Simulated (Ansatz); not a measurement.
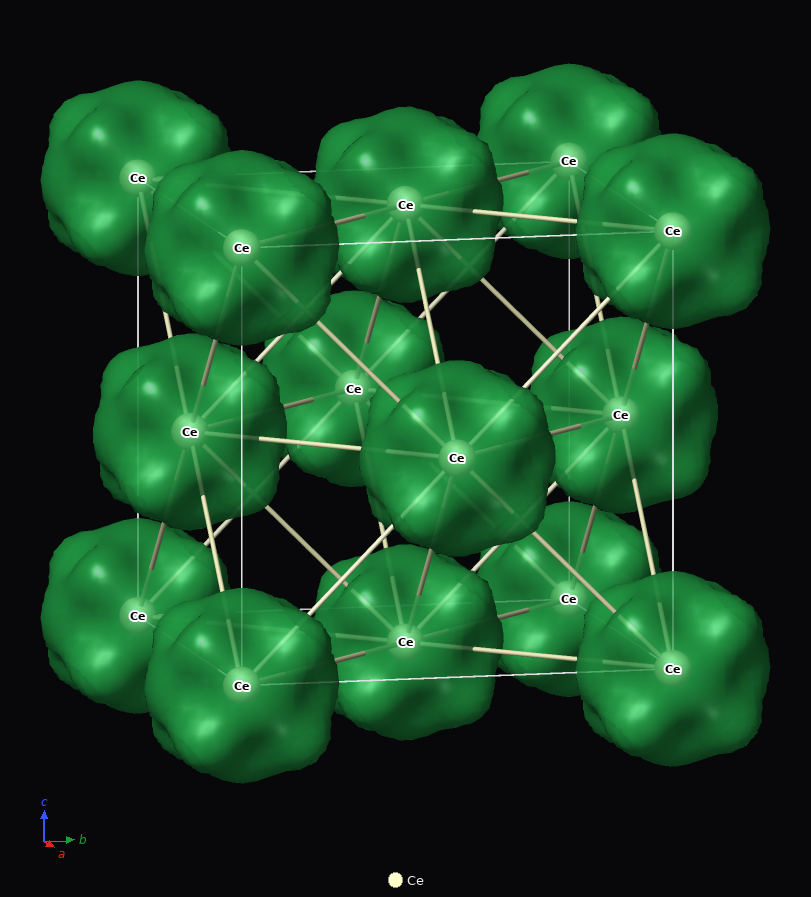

Figure. Ce. Isosurfaces of the spin density (up minus down) at +0.015 (green) and −0.015 e/Å³ (red), seen slightly off an axis. Sticks mark near contacts.

Space group Fm-3m; computed pressure about −8 GPa in this cell; the SCF solution may not be the lowest one; no Hubbard U on the f states and no spin–orbit coupling; spin-polarised.

Theory: Ansatz, Kohn-Sham DFT of a periodic cell, PBEsol, Ansatz PAW.

In a PAW calculation such maps are meaningful between the atoms, not at the nuclei.

```
CELL_PARAMETERS angstrom
5.16120 0.00000 0.00000
0.00000 5.16120 0.00000
0.00000 0.00000 5.16120
ATOMIC_POSITIONS crystal
Ce 0.00000 0.00000 0.00000
Ce 0.50000 0.50000 0.00000
Ce 0.50000 0.00000 0.50000
Ce 0.00000 0.50000 0.50000
```

### Which atoms carry the moments, and with what signs?

The spin density sits on Ce: +0.7 μB (×4) in one cell of 4 atoms: parallel moments, as they must be, since the calculation's own cell holds one magnetic site. The cell of the calculation (1 atoms) carries 0.8 μB of net spin moment. Only one sign reaches the isovalue.
